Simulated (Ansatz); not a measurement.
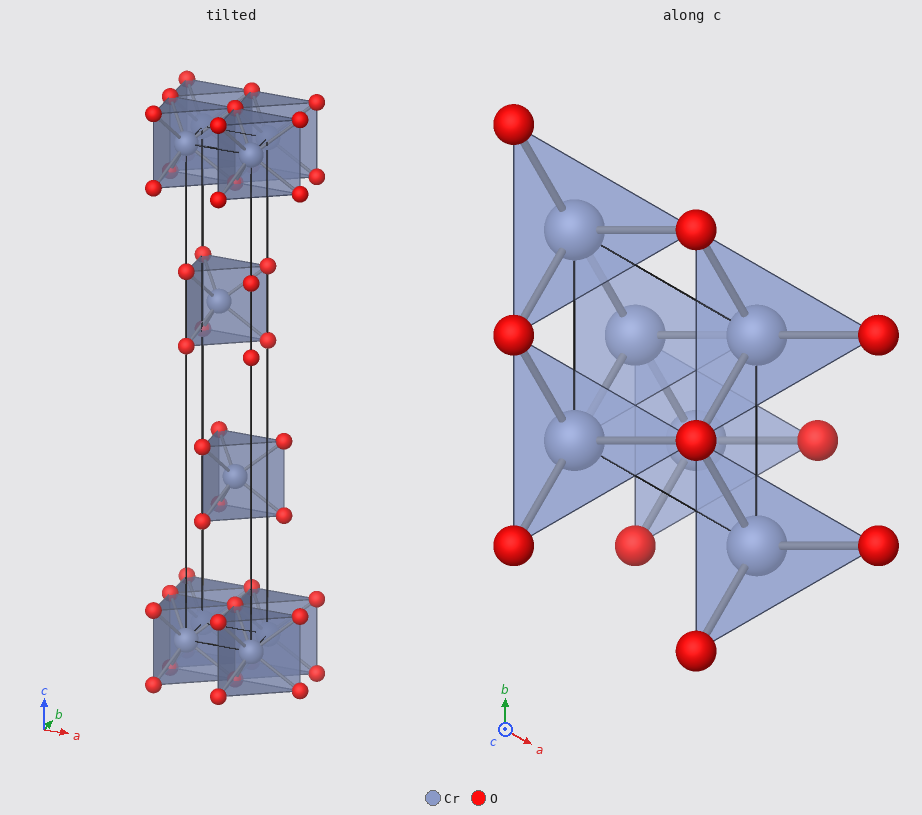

The figure gives a polyhedral picture of the atoms, viewed slightly off an axis and along the c axis. The lines enclose the conventional unit cell; boundary atoms appear with their images. A few atoms beyond the faces are included.

CrO2, space group R3m (No. 160), a = 2.60 Å, b = 2.60 Å, c = 15.30 Å, α = 90.00°, β = 90.00°, γ = 120.00°.

Level of theory and settings: Ansatz, DFT r2SCAN, scalar-relativistic, plane waves, PAW, plane-wave cutoff 500 eV, k-points about 0.16 Å⁻¹ apart, Gaussian smearing of 0.01 eV, no spin polarisation (a spin-restricted run, not always the ground state).

### What is the band gap, if any?

A semiconductor at this level, with a gap of 0.18 eV.

### State the hydrostatic pressure.

The computed pressure is 0.0 GPa, close to zero.

Origin of the cell: a structure listed in the Materials Project, with elements exchanged, so it need not be a known form of the compound. Earlier steps of the study, as a rule a relaxation of our own, may have changed the cell and positions, so they can lie some per cent off the listed ones. It went into a calculation with Ansatz.
